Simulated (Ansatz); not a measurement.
Input

```
crystal:
  lattice:
    - [0.0, 3.0507316398, 3.0507316398]
    - [3.0507316398, 0.0, 3.0507316398]
    - [3.0507316398, 3.0507316398, 0.0]
  atoms:
    - { symbol: Al, position: [0.5, 0.5, 0.5] }
    - { symbol: Al, position: [0.75, 0.75, 0.75] }
    - { symbol: Au, position: [0.0, 0.0, 0.0] }
basis:
  ecutwfc: 420
kpoints:
  mp_grid: { grid: [14, 14, 14] }
hamiltonian:
  xc: pbe
scf:
  occupations: { method: gaussian, width: 0.1 }
output:
  forces: true
  stress: true
  eigenvalues: true
  write_density: true
  write_potential: true
  elf: true
  volumetric_format: npy
relax:
  adjacent_minimum: "off"
  f_tol: 0.01
  max_steps: 80
  cell: { stress_tol: 0.05 }
```

Command:

```sh
ansatz run input.yaml --threads 1 --pin off --max-ram 2048MiB --backend cpu --events-out ev --progress --plain --runs-dir out
```

Below, planes, directions and counts refer to the conventional cell (a = 6.11 Å, b = 6.11 Å, c = 6.11 Å, α = 90.00°, β = 90.00°, γ = 90.00°).

The fields are those of the relaxed geometry.

Space group F-43m; a structure generated by program, which may or may not match a known phase; computed without spin polarisation.

Theory: DFT PBE, scalar-relativistic, plane waves, PAW (Ansatz 0.2.0).

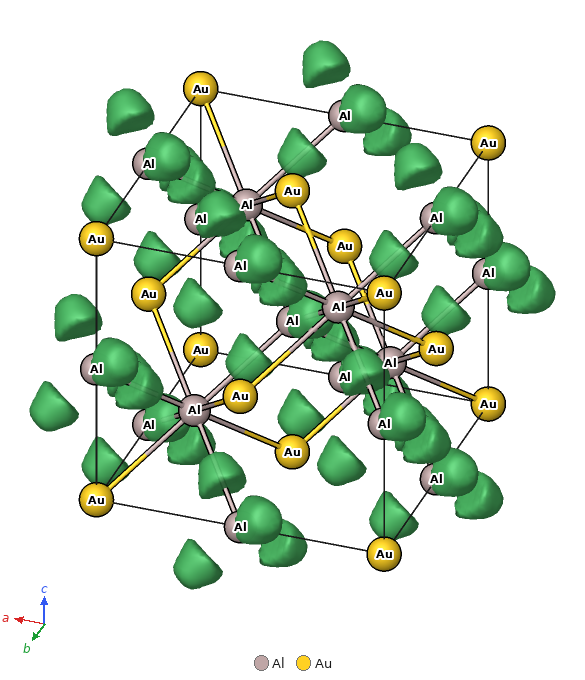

Al2Au. Isosurface of the ELF at 0.7 (green), seen at an oblique angle. Only the valence region is drawn (cores and ρ < 0.01 e/Å³ removed). Sticks mark near contacts.

In a PAW calculation such maps are meaningful between the atoms, not at the nuclei.

Where are the electrons localised?

The ELF exceeds this value in 16 regions between bonded Al–Al atoms, counted in one cell of 12 atoms. Regions shared between cells count once.

Values along the shortest contacts:
Al–Al (2.65 Å): the ELF peaks at about 0.80 between the atoms. Al–Au (2.65 Å): the ELF is about 0.40 at the midpoint.

Does the calculation give a band gap?

It is metallic or semimetallic at this level of theory: no gap opens.
